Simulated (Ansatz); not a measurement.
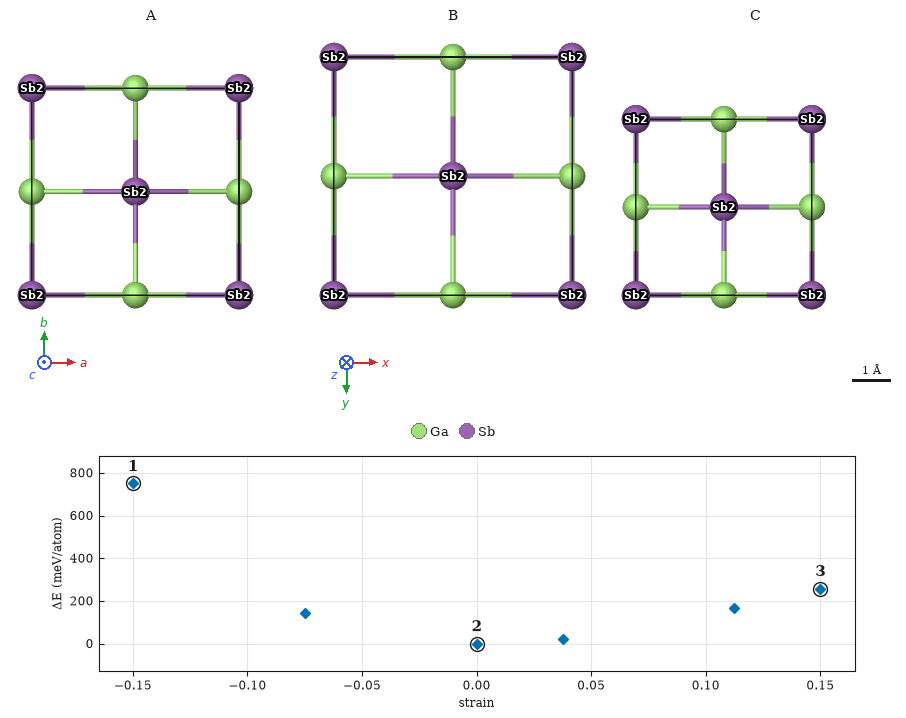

A scan of solid GaSb (I-4m2): the cell is strained equally along x and y, with the atoms kept at their fractional coordinates. x, y and z are the Cartesian axes of the input. The frames are shuffled; the numbered points of the plot belong to them. Style: ball-and-stick. Shown: the conventional cell (2 times the calculation's cell), along the c axis. Lengths and directions refer to the drawn axes.

All numbers below come from Ansatz 0.2.0, DFT PBE, scalar-relativistic, plane waves, PAW. (plane-wave cutoff 420 eV; k-point mesh 22 × 22 × 22; occupations gaussian; smearing width 0.15 eV; no spin polarisation). Energies (free energies at the smearing named) are counted from the relaxed crystal.

### Match the frames to the points.

Point 1 is frame C (the strain −0.15, 750 meV/atom); 2 is frame A (the strain 0.00, 0 meV/atom); 3 is frame B (the strain 0.15, 258 meV/atom). The lowest computed point lies at the strain 0.00 (0 meV/atom). The distortion keeps the space group I-4m2. At the strain −0.15 the cell of the drawing goes a 5.531 → 4.702 Å, b 5.531 → 4.702 Å.
